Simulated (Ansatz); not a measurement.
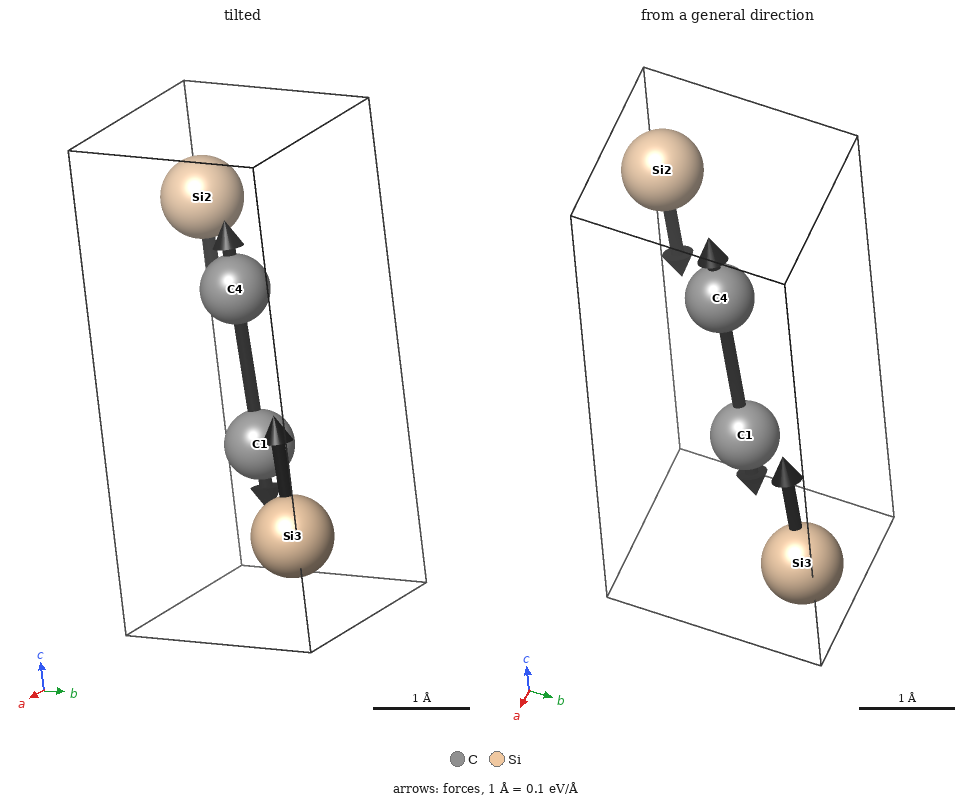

The image is a spheres-only drawing of a crystal, viewed slightly off an axis and from a general direction. The frame is the cell (the run's own, in a reduced setting); atoms at its boundary are shown with their periodic copies. The arrows are the computed forces on the atoms.

System: SiC. All computed values are from DFT, HSE06, plane waves, PAW in Ansatz. Settings: an energy cutoff of 420 eV, k-points about 0.38 Å⁻¹ apart, no spin polarisation.

> Are the atoms in equilibrium?

No. The atoms still feel forces of up to about 0.21 eV/Å, far above a usual threshold of 0.01 to 0.03 eV/Å.

> Which atom is furthest from force balance?

C1 and C4, about 0.21 eV/Å.

> Mean force by element?

Mean magnitudes: about Si 0.089 eV/Å, C 0.21 eV/Å.

The structure was taken from a structure type filled with these elements by a generator (whether the compound takes this form wasn't checked). The cell was then strained or its atoms displaced on purpose. It was run through Ansatz as a DFT input.
